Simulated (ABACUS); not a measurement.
Band-structure run, with input and output: Mo (part 2 of 2)

Continued. System: Mo (Im-3m, 1 atom in the cell). Method: Kohn-Sham DFT of a periodic cell, TPSS, SG15 ONCV 1.2 PBE, no spin polarisation (ABACUS 3.10.1); cutoff 1278.93 eV, 8×8×8 k-mesh, fermi-dirac of 0.05 eV. The structure derives from a Materials Project entry.

Geometry of the input (Å; fractional positions):
```
-1.5838  1.5838  1.5838
1.5838  -1.5838  1.5838
1.5838  1.5838  -1.5838
Mo 0.0000  0.0000  0.0000
```

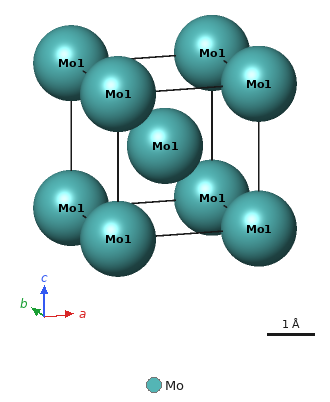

The input geometry (spheres-only view of the cell 2 times as large as that of the calculation, set on its symmetry axes, seen slightly off an axis; atoms are numbered from 1 in the order of the input).

## Log, continued
```
      29  0.50000000  0.50000000  0.50000000  0.0020     292

                               nkstot now = 29
[... K-POINTS DIRECT COORDINATES: 29 rows ...]

           k-point number in this process = 29
       minimum distributed K point number = 29
[... stars of the k points ...]

[... K-POINTS CARTESIAN COORDINATES: 29 rows ...]

[... K-POINTS DIRECT COORDINATES: 29 rows ...]

 SETUP PLANE WAVES FOR WAVE FUNCTIONS
     energy cutoff for wavefunc (unit:Ry) = 94
              fft grid for wave functions = [ 32, 32, 32 ]
                    number of plane waves = 2779
                         number of sticks = 265

 PARALLEL PW FOR WAVE FUNCTIONS
     PROC   COLUMNS(POT)             PW
        1             66            694
        2             66            694
        3             66            694
        4             67            697
 --------------- sum -------------------
        4            265           2779

 SETUP NONLOCAL PSEUDOPOTENTIALS IN PLANE WAVE BASIS
 Mo non-local projectors:
 projector 1 L=0
 projector 2 L=0
 projector 3 L=1
 projector 4 L=1
 projector 5 L=2
 projector 6 L=2
      TOTAL NUMBER OF NONLOCAL PROJECTORS = 18

 Init Non-Local PseudoPotential table :
 Init Non-Local-Pseudopotential done.

                                     npwx = 409

 -------------------------------------------
 SELF-CONSISTENT
 -------------------------------------------
                                 init_chg = atomic

 PW ALGORITHM --------------- ION=   1  ELEC=   1--------------------------------
 Notice: Threshold on eigenvalues was too large.
 hsover_error=0.14 > DRHO=0.0754829
 Origin diag ethr = 0.01
 New diag ethr = 0.000539163

 Density error is 0.0698599710128
                          Error Threshold = 0.000539163303524
----------------------------------------------------------
     Energy           Rydberg                 eV
----------------------------------------------------------
 E_KohnSham     -137.0670221285      -1864.8925088395
 E_Harris       -138.6766278054      -1886.7923175790
 E_Fermi        1.5680775909         21.3347901417
----------------------------------------------------------

 PW ALGORITHM --------------- ION=   1  ELEC=   2--------------------------------

 Density error is 0.00380934967048
                          Error Threshold = 0.000498999792949
----------------------------------------------------------
     Energy           Rydberg                 eV
----------------------------------------------------------
 E_KohnSham     -137.0974837566      -1865.3069605527
 E_Harris       -136.7066053330      -1859.9887867666
 E_Fermi        1.5225554207         20.7154292422
----------------------------------------------------------

 PW ALGORITHM --------------- ION=   1  ELEC=   3--------------------------------

 Density error is 0.000430905180545
                          Error Threshold = 2.72096405034e-05
----------------------------------------------------------
     Energy           Rydberg                 eV
----------------------------------------------------------
 E_KohnSham     -137.1002820942      -1865.3450338885
 E_Harris       -137.1497470530      -1866.0180391799
 E_Fermi        1.5298011051         20.8140118358
----------------------------------------------------------

 PW ALGORITHM --------------- ION=   1  ELEC=   4--------------------------------

 Density error is 4.70277217922e-06
                          Error Threshold = 3.07789414675e-06
----------------------------------------------------------
     Energy           Rydberg                 eV
----------------------------------------------------------
 E_KohnSham     -137.1004975408      -1865.3479651893
 E_Harris       -137.1097757774      -1865.4742020757
 E_Fermi        1.5279399350         20.7886893173
----------------------------------------------------------

 PW ALGORITHM --------------- ION=   1  ELEC=   5--------------------------------

 Density error is 2.51470457883e-07
                          Error Threshold = 3.35912298516e-08
----------------------------------------------------------
     Energy           Rydberg                 eV
----------------------------------------------------------
 E_KohnSham     -137.1005025831      -1865.3480337945
 E_Harris       -137.0974352686      -1865.3063008396
 E_Fermi        1.5276834981         20.7852003141
----------------------------------------------------------

 PW ALGORITHM --------------- ION=   1  ELEC=   6--------------------------------

 Density error is 4.32298038101e-09
                          Error Threshold = 1.79621755631e-09
----------------------------------------------------------
     Energy           Rydberg                 eV
----------------------------------------------------------
 E_KohnSham     -137.1005026679      -1865.3480349480
 E_KS(sigma->0) -137.1002646007      -1865.3447958779
 E_Harris       -137.1007587911      -1865.3515196821
 E_band         -4.4894197120        -61.0816887969
 E_one_elec     -20.7654586512       -282.5285592396
 E_Hartree      18.3882144946        250.1844931724
 E_xc           -15.5617311973       -211.7282150270
 E_Ewald        -119.1610511797      -1621.2692757136
 E_entropy(-TS) -0.0004761343        -0.0064781402
 E_descf        0.0000000000         0.0000000000
 E_exx          0.0000000000         0.0000000000
 E_Fermi        1.5277465486         20.7860581608
----------------------------------------------------------

 charge density convergence is achieved
 final etot is -1865.3480349 eV
 EFERMI = 20.786058161 eV
The vacuum level is 18.865681037 eV

 STATE ENERGY(eV) AND OCCUPATIONS    NSPIN == 1
 1/29 kpoint (Cartesian) = 0.0000 0.0000 0.0000 (390 pws)
       1       -40.9341     0.00390625
       2       -14.0756     0.00390625
       3       -14.0756     0.00390625
       4       -14.0756     0.00390625
       5        13.7115     0.00390625
       6        19.5630     0.00390625
       7        19.5630     0.00390625
       8        19.5630     0.00390625
       9        22.6002    6.82367e-19
      10        22.6002    6.82367e-19
      11        35.8996        0.00000
      12        35.8996        0.00000
      13        35.8996        0.00000
      14        46.8094        0.00000
      15        46.8094        0.00000
      16        50.7195        0.00000
      17        50.7195        0.00000

 2/29 kpoint (Cartesian) = 0.039462 -0.039462 0.0000 (402 pws)
       1       -40.8988      0.0468750
       2       -14.2801      0.0468750
       3       -14.1395      0.0468750
       4       -14.0770      0.0468750
       5        14.3566      0.0468750
       6        19.2049      0.0468750
       7        19.4741      0.0468750
       8        20.1954      0.0468747
       9        22.1721    4.28603e-14
      10        22.6211    5.39750e-18
      11        36.2888        0.00000
      12        36.9518        0.00000
      13        37.0054        0.00000
      14        43.8649        0.00000
      15        45.5373        0.00000
      16        49.3672        0.00000
      17        50.2201        0.00000

 3/29 kpoint (Cartesian) = 0.078924 -0.078924 0.0000 (398 pws)
       1       -40.8127      0.0468750
       2       -14.7564      0.0468750
       3       -14.2907      0.0468750
       4       -14.0804      0.0468750
       5        15.6564      0.0468750
       6        18.4457      0.0468750
       7        19.3484      0.0468750
       8        21.9459    3.95287e-12
       9        22.0654    3.62321e-13
      10        22.7666    2.94035e-19
      11        35.7688        0.00000
      12        36.9437        0.00000
      13        39.9165        0.00000
      14        43.0911        0.00000
      15        44.9528        0.00000
      16        44.9754        0.00000
      17        48.2444        0.00000

 4/29 kpoint (Cartesian) = 0.11839 -0.11839 0.0000 (399 pws)
       1       -40.7253      0.0468750
       2       -15.2113      0.0468750
       3       -14.4380      0.0468750
       4       -14.0840      0.0468750
       5        15.8508      0.0468750
       6        17.7942      0.0468750
       7        20.8412      0.0116783
       8        22.5408    2.68638e-17
       9        23.0714    6.62277e-22
      10        24.2479    3.99438e-32
      11        33.8215        0.00000
      12        34.0792        0.00000
      13        40.4304        0.00000
      14        43.6729        0.00000
      15        44.8056        0.00000
      16        46.4568        0.00000
      17        46.8018        0.00000

 5/29 kpoint (Cartesian) = 0.15785 0.15785 0.31569 (389 pws)
       1       -40.6887      0.0234375
       2       -15.3942      0.0234375
       3       -14.4980      0.0234375
       4       -14.0856      0.0234375
       5        15.6433      0.0234375
       6        17.5481      0.0234375
       7        22.3996    2.26579e-16
       8        22.6132    3.15864e-18
       9        23.2600    7.61819e-24
      10        25.5403    1.18834e-43
      11        32.3325        0.00000
      12        32.9075        0.00000
      13        38.3382        0.00000
      14        43.4077        0.00000
      15        45.9714        0.00000
      16        47.6322        0.00000
      17        51.7616        0.00000

 6/29 kpoint (Cartesian) = 0.078924 -0.039462 -0.039462 (407 pws)
       1       -40.8381      0.0937500
       2       -14.6060      0.0937500
       3       -14.2157      0.0937500
       4       -14.1252      0.0937500
       5        15.4291      0.0937500
       6        18.8463      0.0937500
       7        18.9202      0.0937500
       8        21.5662    1.56886e-08
       9        21.7544    3.63946e-10
      10        22.8906    4.91984e-20
      11        36.9233        0.00000
      12        37.1703        0.00000
      13        38.2181        0.00000
      14        42.6724        0.00000
      15        44.4825        0.00000
      16        46.8169        0.00000
      17        50.7849        0.00000

[... levels at 23 further k points ...]

------------------------------------------------------------------------------------------
 TOTAL-FORCE (eV/Angstrom)
------------------------------------------------------------------------------------------
                       Mo1         0.0000000000         0.0000000000         0.0000000000
------------------------------------------------------------------------------------------

----------------------------------------------------------------
 TOTAL-STRESS (KBAR)
----------------------------------------------------------------
       -39.8244293001        -0.0000000000        -0.0000000000
        -0.0000000000       -39.8244293001         0.0000000000
        -0.0000000000         0.0000000000       -39.8244293001
----------------------------------------------------------------
 TOTAL-PRESSURE: -39.824429 KBAR

 --------------------------------------------
 !FINAL_ETOT_IS -1865.3480349479507368 eV
 --------------------------------------------
```

## Standard output
```
ABACUS v3.10.1

               Atomic-orbital Based Ab-initio Computation at UStc

 dft_functional readin is: MGGA_X_TPSS+MGGA_C_TPSS
 dft_functional in pseudopot file is: PBE
 Please make sure this is what you need

%%%%%%%%%%%%%%%%%%%%%%%%%%%%%%%%%%%%%%%%%%%%%%%%%%%%%%%%%%%%%%%%%%%%%%%%%%%%%%%%%%%%%%%%%%%%%%%%%%%%%%%%%
 Warning: the number of valence electrons in pseudopotential > 6 for Mo: [Kr] 4d5 5s1
 Pseudopotentials with additional electrons can yield (more) accurate outcomes, but may be less efficient.
 If you're confident that your chosen pseudopotential is appropriate, you can safely ignore this warning.
%%%%%%%%%%%%%%%%%%%%%%%%%%%%%%%%%%%%%%%%%%%%%%%%%%%%%%%%%%%%%%%%%%%%%%%%%%%%%%%%%%%%%%%%%%%%%%%%%%%%%%%%%

 UNIFORM GRID DIM        : 32 * 32 * 32
 UNIFORM GRID DIM(BIG)   : 32 * 32 * 32
func,idMGGA_X_TPSS 202
func,idMGGA_C_TPSS 231
 ---------------------------------------------------------
 Self-consistent calculations for electrons
 ---------------------------------------------------------
 SPIN    KPOINTS         PROCESSORS  THREADS
 1       29              4           4
 ---------------------------------------------------------
 Use plane wave basis
 ---------------------------------------------------------
 ELEMENT NATOM       XC
 Mo      1
 ---------------------------------------------------------
 Initial plane wave basis and FFT box
 ---------------------------------------------------------
 -------------------------------------------
 SELF-CONSISTENT :
 -------------------------------------------
 START CHARGE      : atomic
 ITER       ETOT/eV          EDIFF/eV         DRHO         DKIN     TIME/s
 DA1     -1.86489251e+03   0.00000000e+00   6.9860e-02   3.8571e-01   2.98
 DA2     -1.86530696e+03  -4.14451713e-01   3.8093e-03   1.4578e-01   0.96
 DA3     -1.86534503e+03  -3.80733358e-02   4.3091e-04   4.4689e-02   0.90
 DA4     -1.86534797e+03  -2.93130078e-03   4.7028e-06   2.7779e-03   0.96
 DA5     -1.86534803e+03  -6.86051853e-05   2.5147e-07   9.1189e-04   1.06
 DA6     -1.86534803e+03  -1.15348525e-06   4.3230e-09   8.4448e-04   0.85
----------------------------------------------------------------
 TOTAL-STRESS (KBAR)
----------------------------------------------------------------
       -39.8244293001        -0.0000000000        -0.0000000000
        -0.0000000000       -39.8244293001         0.0000000000
        -0.0000000000         0.0000000000       -39.8244293001
----------------------------------------------------------------
 TOTAL-PRESSURE: -39.824429 KBAR
```

## Key numbers

| quantity | value |
| --- | --- |
| outcome | converged |
| space group (tolerance 0.01 Å) | Im-3m (229) |
| electrons treated | 14 |
| free energy | −1865.3480 eV |
| Fermi energy of the self-consistent step | 20.786 eV |
| gap on the k-point mesh | none (metallic) |
| pressure | −3.98 GPa |
| largest force (length of the vector) | under 0.001 eV/Å |
| hardware | 4 threads of Intel Xeon @ 3.00GHz (Skylake/Cascade Lake), 12 GiB of memory available, shared host |
| wall time | 9.3 s (CPU time 35 s) |
| peak memory | 0.36 GiB |
